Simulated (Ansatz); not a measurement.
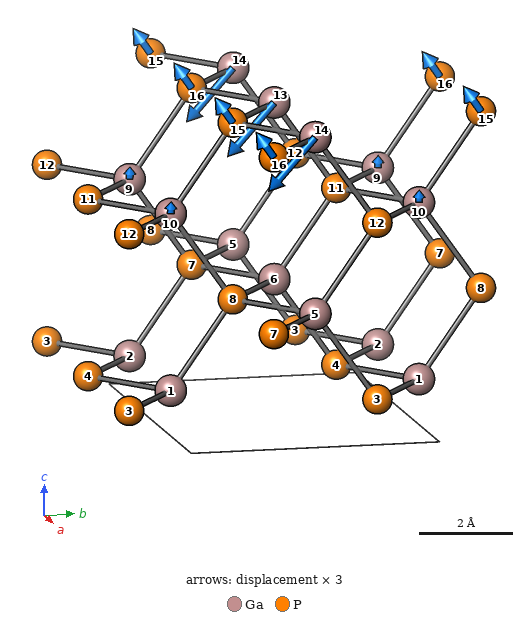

A constrained relaxation of a slab of composition GaP (cut from the F-43m phase). The starting structure is drawn; blue arrows show the displacements, magnified 3 times.

A ball-and-stick model of the cell of the calculation, outlined in the plane, without the vacuum (origin shifted), seen slightly off an axis.

Case: clean slab, lower half held. The slab is the (1 1 0) face of GaP. 8 atoms are held fixed.

All numbers below come from DFT PBE, scalar-relativistic, plane waves, PAW in Ansatz 0.2.0.

Input file:
```yaml
crystal:
  lattice:
    - [7.7853497811, 0.0, 0.0]
    - [0.0, 5.5050736241, 0.0]
    - [0.0, 0.0, 22.8390123358]
  atoms:
    - { symbol: Ga, position: [0.25, 0.5, 0.3721702092] }
    - { symbol: Ga, position: [0.75, 0.5, 0.3721702092] }
    - { symbol: P, position: [0.5, 0.25, 0.3721702092] }
    - { symbol: P, position: [0.0, 0.25, 0.3721702092] }
    - { symbol: Ga, position: [0.5, 0.0, 0.4573900697] }
    - { symbol: Ga, position: [0.0, 0.0, 0.4573900697] }
    - { symbol: P, position: [0.75, 0.75, 0.4573900697] }
    - { symbol: P, position: [0.25, 0.75, 0.4573900697] }
    - { symbol: Ga, position: [0.75, 0.5, 0.5426099303] }
    - { symbol: Ga, position: [0.25, 0.5, 0.5426099303] }
    - { symbol: P, position: [0.0, 0.25, 0.5426099303] }
    - { symbol: P, position: [0.5, 0.25, 0.5426099303] }
    - { symbol: Ga, position: [0.0, 0.0, 0.6278297908] }
    - { symbol: Ga, position: [0.5, 0.0, 0.6278297908] }
    - { symbol: P, position: [0.25, 0.75, 0.6278297908] }
    - { symbol: P, position: [0.75, 0.75, 0.6278297908] }
basis:
  ecutwfc: 420
kpoints:
  mp_grid: { grid: [4, 5, 1] }
hamiltonian:
  xc: pbe
scf:
  occupations: { method: gaussian, width: 0.05 }
output:
  forces: true
  eigenvalues: true
  write_density: true
  write_potential: true
  elf: true
  volumetric_format: npy
relax:
  adjacent_minimum: "off"
  f_tol: 0.03
  max_steps: 70
  constraints: [{ sites: [0, 1, 2, 3, 4, 5, 6, 7] }]
efield:
  axis: 3
  dipole_correction: true
  ramp_width: 0.04
```

Run as
```bash
ansatz run input.yaml --threads 4 --pin off --max-ram 10240MiB --backend cpu --events-out ev --progress --plain --runs-dir out
```

Q: Atoms of which element are displaced furthest, and by how much?

A: Gallium: up to 0.52 Å, against 0.24 Å for phosphorus.

Q: What did the optimiser do to the structure, and how much energy did it gain?

A: The largest moves, 0.52 Å, are those of Ga13 and Ga14. Ga13 goes at 42° to the normal (−c side). Largest moves by element: Ga 0.52 Å, P 0.24 Å. The cell doesn't change. Near-neighbour distances that change, for instance: P7–Ga9 2.384 → 2.461 Å, P11–Ga13 2.384 → 2.332 Å, Ga13–P15 2.384 → 2.341 Å, Ga5–P12 2.384 → 2.411 Å. Bond angles that change, for instance: Ga10–P15–Ga13 109.5° → 92.4°, Ga5–P12–Ga14 109.5° → 95.9°, P11–Ga13–P15 109.5° → 122.5°. The energy falls by 1.152 eV per cell of the calculation in 5 accepted moves (6 points after the start). Largest force component: 1.3 eV/Å at the start, 0.0033 eV/Å at the end. The line search rejected the trial step at point 3 of the run. Cost: 2.6 min on 4 threads of Intel(R) Xeon(R) Platinum 8375C CPU @ 2.90GHz (Ice Lake) (shared host), peak memory 2.2 GiB.
